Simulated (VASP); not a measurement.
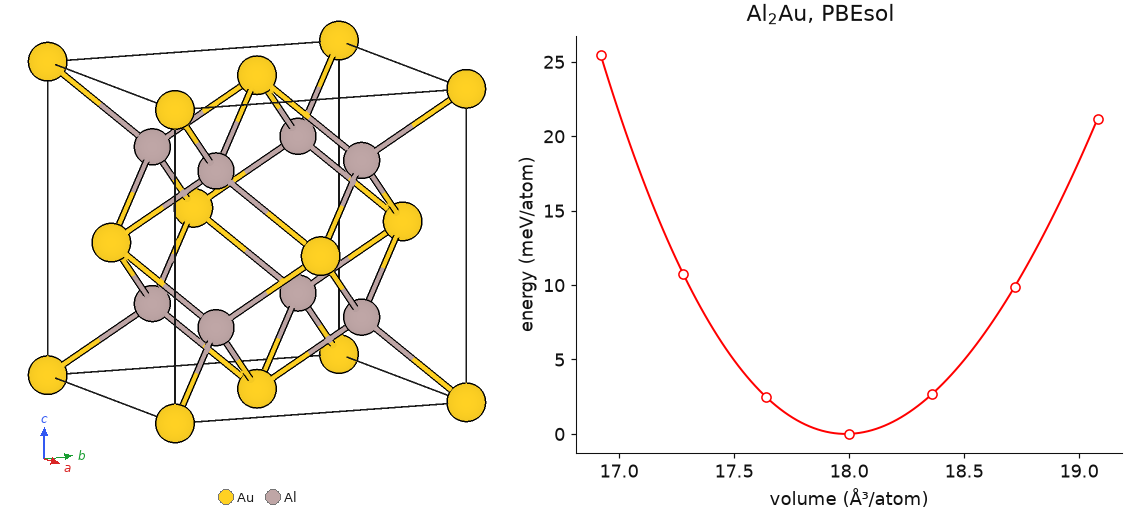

The plot gives the computed energy against volume for Al₂Au, space group Fm-3m (No. 225). The conventional cell is drawn beside the plot.

Structure:
```yaml
crystal:
  lattice:
    - [0.00000, 3.00000, 3.00000]
    - [3.00000, 0.00000, 3.00000]
    - [3.00000, 3.00000, 0.00000]
  atoms:
    - { symbol: Au, position: [0.00000, 0.00000, 0.00000] }
    - { symbol: Al, position: [0.75000, 0.75000, 0.75000] }
    - { symbol: Al, position: [0.25000, 0.25000, 0.25000] }
```

Computed with VASP 6.6.1: plane-wave DFT, no spin polarisation; energies at scaled volumes of the given cell, shape and fractions fixed, counted from the fit's minimum, third-order Birch-Murnaghan fit. Level: PBEsol.

```csv
setting,value
k mesh,8×8×8
occupations,Fermi–Dirac
smearing width,0.05 eV
potentials,"VASP PAW PBE potentials, recommended"
wave cutoff,520 eV
```

From this curve and the settings, what does the calculation give for the pressure at the same points?

The pressure falls from 8.10 GPa at volume 16.92 Å³/atom to −5.88 GPa at 19.08 Å³/atom, and changes sign near 17.98 Å³/atom.

```csv
volume (Å³/atom),pressure (GPa)
16.92,8.10
17.28,5.03
17.64,2.31
18.00,-0.12
18.36,-2.28
18.72,-4.19
19.08,-5.88
```

Note: spin-orbit coupling left out, heavy elements.
